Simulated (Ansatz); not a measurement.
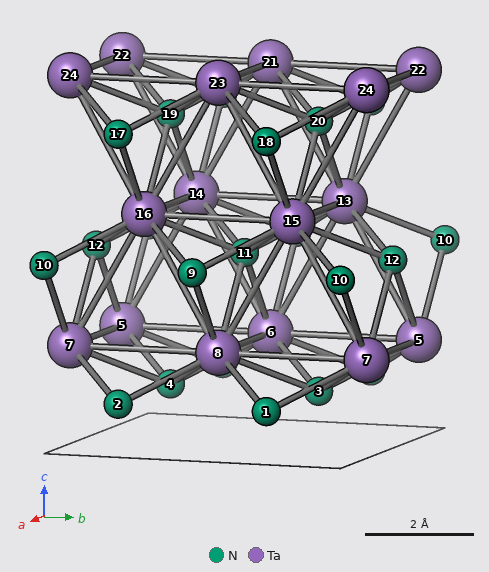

This is the input geometry for a constrained relaxation of a slab of composition TaN (cut from the P-6m2 phase). The picture is a ball-and-stick view of the cell of the calculation, outlined in the plane, without the vacuum, seen slightly off an axis.

Case: clean slab, lower planes held. The slab is the (1 0 0) face of TaN. 12 atoms are held fixed.

These are results of DFT PBE+D3(BJ), scalar-relativistic, plane waves, PAW (Ansatz), not measurements.

Input
```yaml
crystal:
  lattice:
    - [5.7615861975, 0.0, 0.0]
    - [0.0, 5.8570264689, 0.0]
    - [0.0, 0.0, 21.9177226648]
  atoms:
    - { symbol: "N", position: [0.0, 0.75, 0.3650014248] }
    - { symbol: "N", position: [0.0, 0.25, 0.3650014248] }
    - { symbol: "N", position: [0.5, 0.75, 0.3650014248] }
    - { symbol: "N", position: [0.5, 0.25, 0.3650014248] }
    - { symbol: Ta, position: [0.25, 0.0, 0.4035724463] }
    - { symbol: Ta, position: [0.25, 0.5, 0.4035724463] }
    - { symbol: Ta, position: [0.75, 0.0, 0.4035724463] }
    - { symbol: Ta, position: [0.75, 0.5, 0.4035724463] }
    - { symbol: "N", position: [0.0, 0.5, 0.4807144893] }
    - { symbol: "N", position: [0.0, 0.0, 0.4807144893] }
    - { symbol: "N", position: [0.5, 0.5, 0.4807144893] }
    - { symbol: "N", position: [0.5, 0.0, 0.4807144893] }
    - { symbol: Ta, position: [0.25, 0.75, 0.5192855107] }
    - { symbol: Ta, position: [0.25, 0.25, 0.5192855107] }
    - { symbol: Ta, position: [0.75, 0.75, 0.5192855107] }
    - { symbol: Ta, position: [0.75, 0.25, 0.5192855107] }
    - { symbol: "N", position: [0.0, 0.25, 0.5964275537] }
    - { symbol: "N", position: [0.0, 0.75, 0.5964275537] }
    - { symbol: "N", position: [0.5, 0.25, 0.5964275537] }
    - { symbol: "N", position: [0.5, 0.75, 0.5964275537] }
    - { symbol: Ta, position: [0.25, 0.5, 0.6349985752] }
    - { symbol: Ta, position: [0.25, 0.0, 0.6349985752] }
    - { symbol: Ta, position: [0.75, 0.5, 0.6349985752] }
    - { symbol: Ta, position: [0.75, 0.0, 0.6349985752] }
basis:
  ecutwfc: 420
kpoints:
  mp_grid: { grid: [3, 3, 1] }
hamiltonian:
  xc: pbe
  dispersion: d3bj
scf:
  occupations: { method: gaussian, width: 0.1 }
output:
  forces: true
  eigenvalues: true
  write_density: true
  write_potential: true
  elf: true
  volumetric_format: npy
relax:
  adjacent_minimum: "off"
  f_tol: 0.03
  max_steps: 70
  constraints: [{ sites: [0, 1, 2, 3, 4, 5, 6, 7, 8, 9, 10, 11] }]
efield:
  axis: 3
  dipole_correction: true
  ramp_width: 0.04
```

Run as
```bash
ansatz run input.yaml --threads 4 --pin off --max-ram 10240MiB --backend cpu --events-out ev --progress --plain --runs-dir out
```

> Where does the constrained relaxation end?

Over 2 accepted moves (3 points after the start) the energy falls by 46.2 meV per cell of the calculation. The largest force component goes from 0.39 to 0.018 eV/Å. The line search rejected the trial step at point 1 of the run. The largest moves, 0.049 Å, are those of Ta21, Ta22, Ta23 and Ta24. Ta21 goes along the normal (+c). By element the largest moves are Ta 0.049 Å, N 0.029 Å. The lattice vectors keep their values. Some distances before and after: Ta5–Ta13 2.929 → 2.956 Å, Ta13–Ta21 2.929 → 2.944 Å, N10–Ta13 2.221 → 2.233 Å.
